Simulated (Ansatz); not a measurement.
As (P6_3/mmc, No. 194): the geometry relaxed with DFT, BLYP, plane waves (420 eV) with PAW, scalar-relativistic (Ansatz 0.2.0); the starting structure was generated, so it need not be a known form of this composition.

```yaml
crystal:
  lattice:
    - [2.97850, 0.00000, 0.00000]
    - [-1.48925, 2.57945, 0.00000]
    - [0.00000, 0.00000, 11.28474]
  atoms:
    - { symbol: As, position: [0.00000, 0.00000, 0.00000] }
    - { symbol: As, position: [0.00000, 0.00000, 0.50000] }
    - { symbol: As, position: [0.33333, 0.66667, 0.25000] }
    - { symbol: As, position: [0.66667, 0.33333, 0.75000] }
```

What will a Z-contrast image along [101] show? Simulation: incoherent imaging, intensity Z^1.8 per atom, probe width 0.50 Å, thin sample. Shot noise and a slight drift were added.

The columns repeat on a centred rectangular net of 2.88 × 5.16 Å (plane group c2mm). All columns are alike (As). The shortest distance between visible columns is 0.86 Å in projection. Along the beam the structure repeats every 11.67 Å.

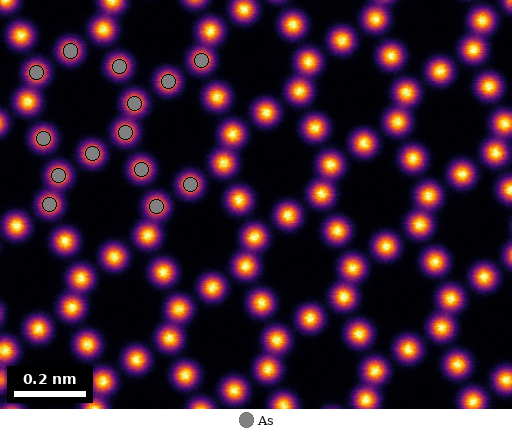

The simulated image, with the columns of the model marked in one corner.
